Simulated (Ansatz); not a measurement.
System: H on a slab of content C.

Structure:
```xyz
8
Lattice="2.4650 0.0000 0.0000 -1.2325 2.1347 0.0000 0.0000 0.0000 27.1076" Properties=species:S:1:pos:R:3 pbc="T T T"
C     0.0000    0.0000    8.5000
C     1.2325    0.7116    8.5000
C     0.0000    0.0000   11.8692
C     0.0000    1.4232   11.8692
C     0.0000    0.0000   15.2384
C     1.2325    0.7116   15.2384
C     0.0000    0.0000   18.6076
C     0.0000    1.4232   18.6076
```

Method: adsorption at several starting sites on a slab cut from the named crystal, one adsorbate a surface cell, the lower planes held, the adsorption energy counts from the clean slab and the free, spin-polarised adsorbate, negative where bound, plane waves with PAW datasets, Γ-centred k mesh (Ansatz 0.2.0). Level: PBE with D3(BJ), no spin polarisation.

```csv
setting,value
crystal formula,C
crystal space group number,194
Miller index h,0
Miller index k,0
Miller index l,1
top plane,C
bottom plane,C
planes,4
surface cell,"(1, 1)"
slab thickness as cut,10.11 Å
vacuum,17 Å
surface area,5.262 Å²
wave cutoff,420 eV
k mesh,12×12×1
occupations,Gaussian
smearing width,0.1 eV
boundary,dipole corrected
adsorbate,H
```

Sites are named by a rule of distances and placed in fractions of the cell vectors a and b; the slab's top layers relax too; key: 1 = top site at (0.00, 0.00); 2 = hollow site at (0.67, 0.33); 3 = bridge site at (0.17, 0.33).

What does the calculation give for the adsorption energy of each starting site?

The adsorbate slid sideways from no. 3 (by 0.6 Å). Among these starts the lowest are no. 1 and no. 3, which are equal within what the calculation resolves; no. 2 is 0.043 eV higher. In rising order: no. 1 (−0.427), no. 3 (−0.427), no. 2 (−0.384), in eV. The height over highest slab atom, in Å, is 1.175 for no. 1, −2.601 for no. 2 and 1.175 for no. 3. The lateral move, in Å, is 0.0 for no. 1, 0.0 for no. 2 and 0.6 for no. 3.

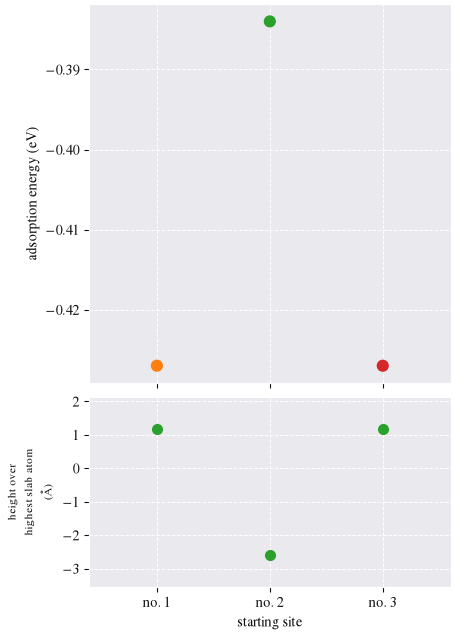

Keep in mind: highest levels loosely converged; open-shell adsorbate run without spin; in this field the vacuum level falls below the Fermi level; xc potential rough in thin density.
